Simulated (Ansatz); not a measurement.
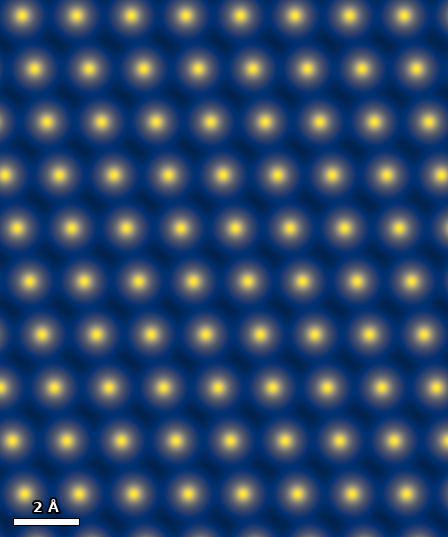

Map of the projected electrostatic potential of Ru. Computed as the sum of neutral-atom potentials (tabulated electron scattering factors, B = 0.3 Å²) projected along the beam and smoothed by 0.25 Å; brighter is more positive. The display is stretched by a gamma of 0.7; percentages refer to the linear signal.

Give the net of the columns and its spacings.

Answer. The pattern repeats on a centred rectangular net of 2.1 × 2.7 Å.

Which plane group does this projection have?

Answer. c2mm: perpendicular mirror lines on a centred net, with further twofold points between them.

How many columns does the smallest repeating cell hold, and how many levels of brightness?

Answer. 1 column in the primitive cell of 2.8 Å², all of one brightness.

The crystal is Ru (P6/mmm, No. 191) seen along [211]. Atomic positions: the end point of a relaxation with DFT r2SCAN, scalar-relativistic, plane waves, PAW in Ansatz 0.2.0; the starting structure was generated, so it need not be a known form of this composition.
